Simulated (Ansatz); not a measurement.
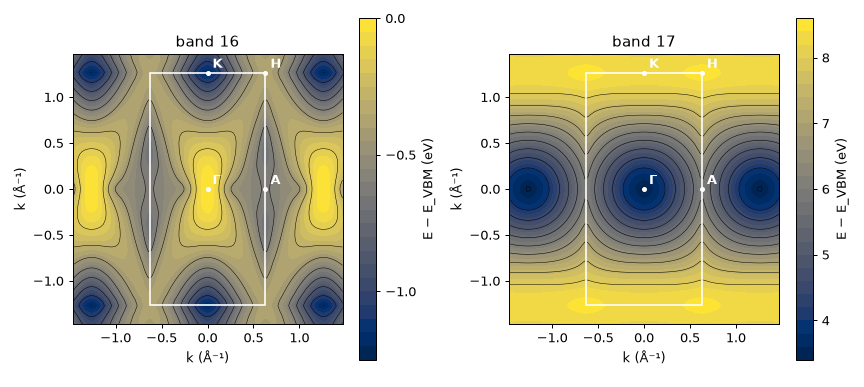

Two bands of MgO (space group P6_3mc, No. 186) over the plane through Γ, A and K: the highest mostly filled and the lowest mostly empty one.

Theory: DFT PBE, scalar-relativistic, plane waves, PAW; levels and slopes on a dense k mesh at the converged density in Ansatz. No spin polarisation. The levels come from a k mesh of 30×30×18 points. Cell and positions as given, without relaxation (residual pressure 3 GPa). The cell comes from a database of computed structures, not from a measurement.

> Give both levels and their distance at the named points.

| point | lower band (eV) | upper band (eV) | distance (eV) |
| --- | --- | --- | --- |
| Γ | 0.00 | 3.48 | 3.48 |
| A | −0.62 | 6.00 | 6.61 |
| K | −1.21 | 8.28 | 9.49 |
| H | −0.39 | 8.48 | 8.86 |

> Where are the band edges of the whole zone?

The valence band has one maximum at Γ, principal masses 0.38, 5.45 and 5.45 mₑ; the conduction band has one minimum at Γ, principal masses 0.34, 0.35 and 0.35 mₑ. The gap is direct, 3.48 eV at this level of theory (semilocal functionals give gaps that are too small, and can reorder valleys that lie close).
